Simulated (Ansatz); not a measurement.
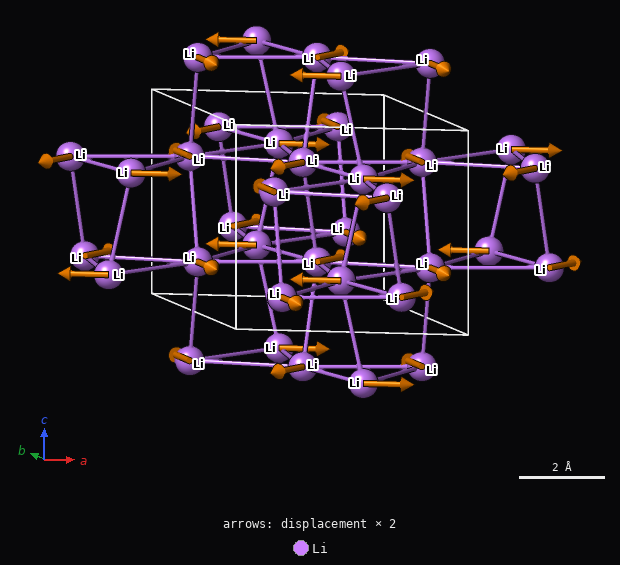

This is a relaxation of crystalline Li (a generated structure, set up in P6_3/mcm) (coarse preliminary run). The starting structure is drawn; orange arrows show the displacements (the part carried along by the change of the cell is left out), magnified 2 times.

A ball-and-stick model of the cell of the calculation, seen slightly off an axis.

Theory: Ansatz, DFT PBE, scalar-relativistic, plane waves, PAW. Set-up: plane-wave cutoff 420 eV; k-point mesh 6 × 6 × 4; occupations gaussian; smearing width 0.1 eV; no spin polarisation; cell and atoms relaxed; force threshold 0.04 eV/Å; at most 70 steps.

Describe the change and its energy.

Answer. Over 5 accepted moves (6 points after the start) the energy falls by 238 meV per atom. Largest force component: 0.4 eV/Å at the start, 0.00026 eV/Å at the end. The pressure goes from 1.60 to −0.10 GPa. At 1 point the geometry stayed and the basis and grid were re-selected for the new cell (energy shift of less than 0.05 meV per atom at most each time). The largest moves relative to the cell, 0.63 Å, are those of Li atoms. Cell: a = b 5.577 → 5.305 Å (−4.9 %), c 4.913 → 5.026 Å (+2.3 %). Volume −7.4 %. Among the contacts that change: Li–Li 4.364 → 3.063 Å, Li–Li 2.515 → 3.073 Å, Li–Li 3.519 → 3.073 Å, Li–Li 2.827 → 3.063 Å. Among the angles between lasting bonds that change: Li–Li–Li 155.3° → 109.7°, Li–Li–Li 161.0° → 120.0°, Li–Li–Li 101.0° → 60.0°. The space group (tolerance 0.01 Å) goes from P6_3/mcm (No. 193) to P6_3/mmc (No. 194).
